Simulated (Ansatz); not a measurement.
# TaN: single-point calculation (part 3 of 3)

The same run, continued: TaN (2 atoms in the cell); DFT r2SCAN+U, scalar-relativistic, plane waves, PAW, Ueff = 3 eV on Ta atom 1 d, spin-polarised (Ansatz 0.2.0); cutoff 500 eV, 7×7×7 k-mesh, Gaussian smearing of 0.05 eV, collinear spins. The structure derives from an entry of the Crystallography Open Database. It belongs to a series of runs on one base structure; here: random orbitals: harmonics, high filling.

Geometry of the input (Å; fractional positions):
```
2.9380  0.0000  0.0000
-1.4690  2.5444  0.0000
0.0000  0.0000  2.8830
Ta 0.3333  0.6667  0.5000
N  0.0000  0.0000  0.0000
```

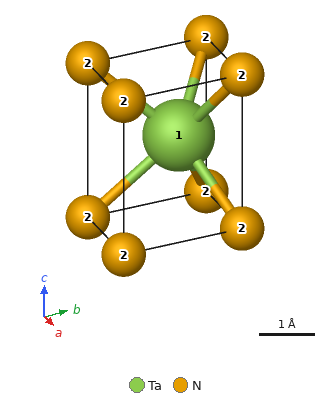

Fig. 1: The structure as given in the input (ball-and-stick view of the cell of the calculation, seen slightly off an axis; atoms are numbered from 1 in the order of the input).

**Output, continued**
```
this state was not tested for a lower state beside it, because the mixer in use, unlike msr1, does not test its closes by its own steps (another_mixer; see scf.mixing.algorithm and scf.lower_state_search)
SCF converged after 32 iterations
Magnetization: 0.0000 μB (9.0000 up, 9.0000 down)
Absolute magnetization: 0.0000 μB (∫|ρ↑−ρ↓|, with the PAW one-centre terms)
Spin contamination: 0.0000 ħ² per cell (⟨S²⟩ above its minimum at these occupations)
Per-site moments (μB) at R_I (Å): [(2.9456832098272492e-6, 0.9182373180157438), (-2.1978183045677e-6, 0.9182373180157438)]
Free energy (F): -10328.411114 eV
Harris-Foulkes:  -10328.411114 eV  (|F-HF|=1.07e-10)
Internal energy: -10328.410666 eV  (E = F + TS)
E sigma→0 (E₀):  -10328.410890 eV
Entropy (-TS):   -0.000448 eV (-0.224 meV/atom)
Fermi energy:    20.405500 eV
--- Per-component energies (eV) ---
  E_band       = -67.265423
  E_kinetic    = 501.551269
  E_local      = -603.599017  (includes V_loc(G=0)·N_el)
  E_nonlocal   = 59.333388
  E_hartree    = 203.814876
  E_xc         = -265.948928
  E_vxc        = -308.650185  (∫ρ·V_xc dr)
  E_hubbard    = 3.363204  (on-site DFT+U / exact-exchange correction)
  E_vhub       = 1.196455  (the Hubbard potential's part of the band-sum identity)
  E_paw        = -8552.117403  (= ΣΔE_a)
  E_vpaw       = -140.527252  (= ΣTr[D̂ρ^β])
  E_aug_tail   = 0.000081  (compensation charges beyond the density's cutoff)
  E_vtau       = 15.800077  (kinetic-family band-sum trace: ∫τ·v_τ [+ j·A + Jᵃ·Aᵃ] dr)
  E_ewald      = -1674.022290
  E_core_change = -0.785845  (= ΣΔE_core)
  E_smearing   = -0.000448  (= −TS)
  E_closure    = 0.000000  (closes the sum)
  Σ components = -10328.411114   (vs F -10328.411114, Δ=0.00e0)
--- Specified on-site occupations, and those of the state reported ---
  electrons in the specified blocks: 2.1000 specified, 3.6866 found
  site 0 (l=d) ↑: largest change of an orbital's occupation 0.7094; electrons 2.0000 specified, 1.8433 found; spectral distance 0.8996
  site 0 (l=d) ↓: largest change of an orbital's occupation 0.4707; electrons 0.1000 specified, 1.8433 found; spectral distance 0.8065
--- Forces (eV/Å), atoms counted from 1 ---
  atom   1  Ta    -0.00000000    -0.00000362     0.00000000
  atom   2  N      0.00000000     0.00000356     0.00000000
  max |Σ_I F_I| component: 6.35e-8 eV/Å
--- Stress (GPa, compression-positive) ---
        2.860321       0.000000       0.000000
        0.000000       2.860791       0.000000
        0.000000       0.000000       2.272946
  P = ⅓ Tr σ = 2.6647 GPa (26.647 kbar)
--- Band table (eV; the first three rows and the last of 128) ---
  k-point 0 ↑: bands = ["-50.3330", "-15.9717", "-15.7297", "-15.7297", "1.5495", "15.5646", "15.5646", "15.7837", "17.2000", "22.7059", "24.1122", "24.1122", "25.1203", "25.1203"]
  k-point 1 ↑: bands = ["-50.3229", "-16.1606", "-15.7145", "-15.7145", "1.9603", "14.5011", "15.7395", "15.7395", "18.2760", "22.6541", "22.6541", "23.4263", "25.8105", "25.8105"]
  k-point 2 ↑: bands = ["-50.3000", "-16.5651", "-15.6804", "-15.6804", "2.9769", "12.4201", "16.1563", "16.1563", "20.3859", "21.1247", "21.1247", "25.0636", "25.3761", "25.3761"]
  k-point 63 ↓: bands = ["-50.2112", "-16.6362", "-16.4314", "-15.9301", "3.8192", "12.8727", "13.5915", "15.5930", "18.8548", "24.4157", "24.8328", "25.7122", "27.6839", "31.2003"]
Occupation matrices written to [file]
--- Löwdin populations: 2 sites ---
  site symbol       q [e]    m [muB]
     0     Ta     12.1381     0.0000
     1      N      5.7682    -0.0000
  spilling = 0.005204 (of n_electrons = 18.000000)
--- Occupation matrices: 1 shell (run DFT+U table (all-electron-ortho-atomic); ε = 1.11e-3) ---
  Ta0 d_5D: site group D3h (-6m2)
  Ta0 d_5D up     Tr n = 1.8433  λ = 0.261 0.261 0.416 0.416 0.491  [2× xz 0.50 E''(1.00) | 2× x2-y2 0.50 E'(1.00) | z2 1.00 A1'(1.00)]
  Ta0 d_5D dn     Tr n = 1.8433  λ = 0.261 0.261 0.416 0.416 0.491  [2× xz 0.50 E''(1.00) | 2× x2-y2 0.50 E'(1.00) | z2 1.00 A1'(1.00)]
  specified occupation → Ta0 d_5D up: matrix, ‖Δ‖_F = 1.1165, Tr Δ = +0.1567, displaced = 1.1854, d_λ = 0.8996; orbital distance = 1.5811
  specified occupation → Ta0 d_5D dn: matrix, ‖Δ‖_F = 0.8065, Tr Δ = -1.7433, displaced = 0.8717, d_λ = 0.8065; orbital distance = 0.0000
  Tr n, λ and their labels are of the run-group-symmetrised matrices; stabiliser: 24 of 24 elements of G0×{1,Θ} (closed), max defect 1.4e-5 at τ = 2.4e-4
```

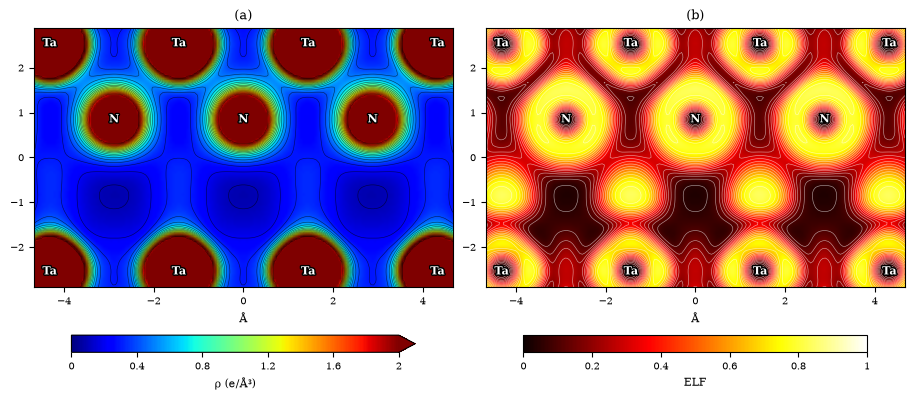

Fig. 2: (a) valence electron density; (b) electron localisation function on the (110) plane of the conventional cell. The section cuts through Ta and N sites. Ta–N (2.23 Å): ρ at the midpoint is about 0.53 e/Å³; the ELF is about 0.20 at the midpoint (a polar contact without a shared pair, in a metal). Ta–Ta (2.88 Å): ρ at the midpoint is about 0.29 e/Å³; the ELF is about 0.25 at the midpoint; no localised pair between them. Away from the nuclei the density in this plane falls to 0.08 e/Å³ at its lowest. The strong features right at Ta lie inside the PAW spheres (semicore, d or f shells) and say nothing about bonding. The fields are those of the smooth PAW valence density.

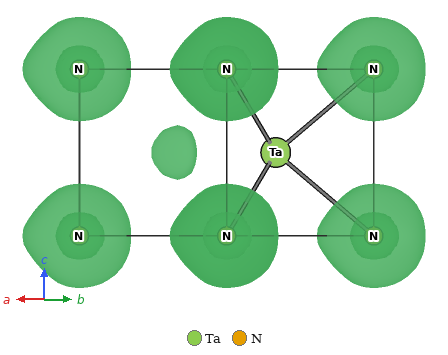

Fig. 3: Isosurface of the ELF at 0.65 (green), seen along [110]. Only the valence region is drawn (cores and ρ < 0.01 e/Å³ removed). Sticks mark near contacts. The outline is the cell set on symmetry axes. Profiles from the grid: Ta–N (2.23 Å): the ELF is about 0.20 at the midpoint (no shared pair; the contact is polar). Ta–Ta (2.88 Å): the ELF is about 0.25 at the midpoint; no shared electron pair.

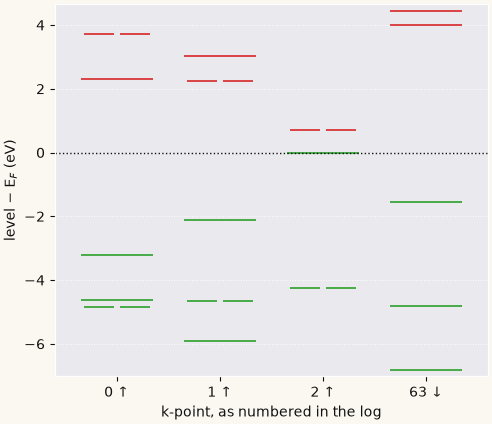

Fig. 4: Kohn–Sham levels near the Fermi level (dotted) at the few k-points that the log prints; levels within 0.02 eV of each other stand side by side. The system is metallic on the full mesh.

**Key numbers**

| quantity | value |
| --- | --- |
| outcome | converged |
| space group (tolerance 0.01 Å) | P-6m2 (187) |
| electrons treated | 18 |
| free energy | −10328.4111 eV |
| Fermi energy | 20.406 eV |
| gap on the k-point mesh | none (metallic) |
| net moment of the cell | 0.00 μB |
| integrated absolute moment | 0.00 μB |
| pressure | 2.66 GPa |
| largest force (length of the vector) | under 0.001 eV/Å |
| wall time | 24 s (CPU time 48 s) |
| peak memory | 0.41 GiB |

**Notes**

The program warns: some starting moments were not kept; the typed occupations were not kept; the state was not tested for a lower one; the occupation matrices lower the symmetry. Spin–orbit coupling is left out, which matters for Ta.
